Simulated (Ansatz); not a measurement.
Consider Li5NbO5.

```yaml
crystal:
  lattice:
    - [9.67207, 0.00000, 0.00651]
    - [0.00000, 4.01005, 0.00000]
    - [-1.86495, 0.00000, 5.47846]
  atoms:
    - { symbol: Li, position: [0.21252, 0.50000, 0.34448] }
    - { symbol: Li, position: [0.71252, 0.00000, 0.34448] }
    - { symbol: Li, position: [0.19091, 0.50000, 0.86160] }
    - { symbol: Li, position: [0.69091, 0.00000, 0.86160] }
    - { symbol: Li, position: [0.00000, 0.00000, 0.50000] }
    - { symbol: Li, position: [0.50000, 0.50000, 0.50000] }
    - { symbol: Li, position: [0.30909, 0.00000, 0.13840] }
    - { symbol: Li, position: [0.80909, 0.50000, 0.13840] }
    - { symbol: Li, position: [0.28748, 0.00000, 0.65552] }
    - { symbol: Li, position: [0.78748, 0.50000, 0.65552] }
    - { symbol: Nb, position: [0.00000, 0.00000, 0.00000] }
    - { symbol: Nb, position: [0.50000, 0.50000, 0.00000] }
    - { symbol: O, position: [0.35375, 0.50000, 0.17367] }
    - { symbol: O, position: [0.85375, 0.00000, 0.17367] }
    - { symbol: O, position: [0.34242, 0.50000, 0.68204] }
    - { symbol: O, position: [0.84242, 0.00000, 0.68204] }
    - { symbol: O, position: [0.00000, 0.50000, 0.00000] }
    - { symbol: O, position: [0.50000, 0.00000, 0.00000] }
    - { symbol: O, position: [0.15758, 0.00000, 0.31796] }
    - { symbol: O, position: [0.65758, 0.50000, 0.31796] }
    - { symbol: O, position: [0.14625, 0.00000, 0.82633] }
    - { symbol: O, position: [0.64625, 0.50000, 0.82633] }
```

Space group C2/m; a structure from a database of computed crystals, not necessarily the ambient phase; started from the database structure prototype, which need not be the ambient phase; not relaxed (largest force 0.3 eV/Å).

All numbers below come from DFT, HSE06, plane waves, PAW (Ansatz 0.2.0).

Question: What will maps of the valence pseudo-density and electron localisation function show?

Answer: Nb–O (2.01 Å): ρ at the midpoint is about 0.84 e/Å³; the ELF peaks at about 0.80 in the valence shell of O, 0.6 Å from its nucleus, and drops to about 0.20 between the two atoms: no localised pair shows between them.

Question: Does the calculation give a band gap?

Answer: It is gapped, with a Kohn–Sham gap of 4.6 eV on the k-point mesh (the band edges may lie off the mesh, which would make the gap smaller).

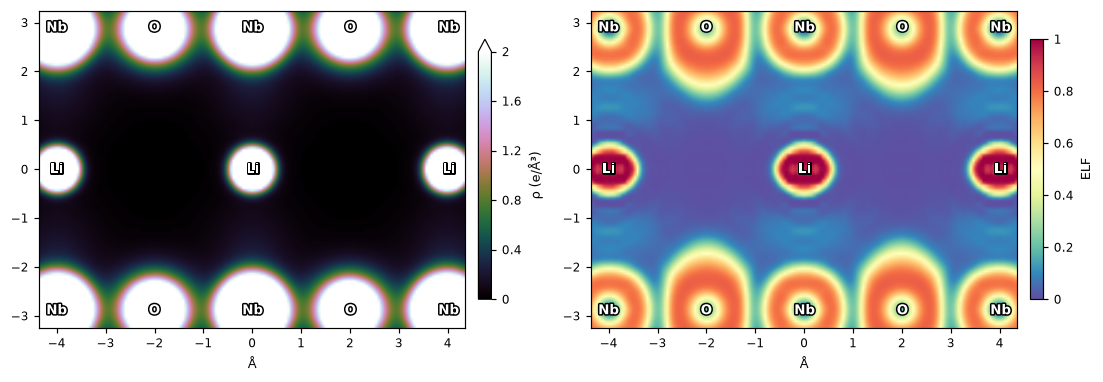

Computed valence pseudo-density and electron localisation function on the (100) plane of the conventional cell, in this order. 
